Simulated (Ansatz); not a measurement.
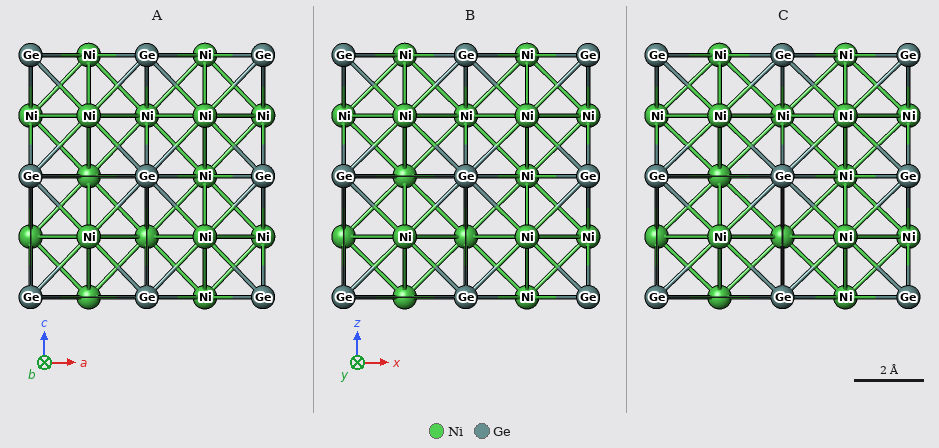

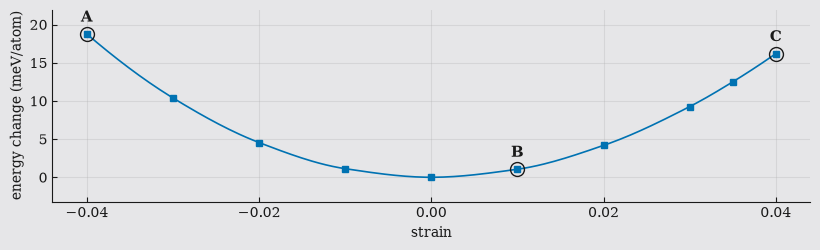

Crystalline Ni$_{3}$Ge (Pm-3m): the cell is strained along x alone, with the atoms kept at their fractional coordinates. x, y and z are the Cartesian axes of the input. The lettered frames are marked on the plot. Style: ball-and-stick. Shown: the cell of the calculation, repeated 2 × 1 × 2 with one cell outlined, along the b axis.

These are results of DFT PBEsol, scalar-relativistic, plane waves, PAW in Ansatz, not measurements. Settings: plane-wave cutoff 420 eV; k-point mesh 14 × 14 × 14; occupations gaussian; smearing width 0.15 eV; no spin polarisation. Energies (free energies at the smearing named) are counted from the relaxed crystal.

What does the scan show?

Of the computed points the lowest is at the strain 0.00, 0.0 meV/atom. At the ends of the scan the energy is 18.8 meV/atom (−0.04) and 16.2 meV/atom (0.04). The curvature at zero strain, (1/V) d²E/dε², is about 320 GPa; it is C₁₁ with clamped ions. The distortion takes the space group from Pm-3m to P4/mmm. At the strain −0.04 the cell of the drawing goes a 3.525 → 3.384 Å.

The computed points:

```csv
strain,energy change (meV/atom)
−0.040,18.8
−0.030,10.4
−0.020,4.5
−0.010,1.1
0.000,0.0
0.010,1.1
0.020,4.2
0.030,9.3
0.035,12.5
0.040,16.2
```
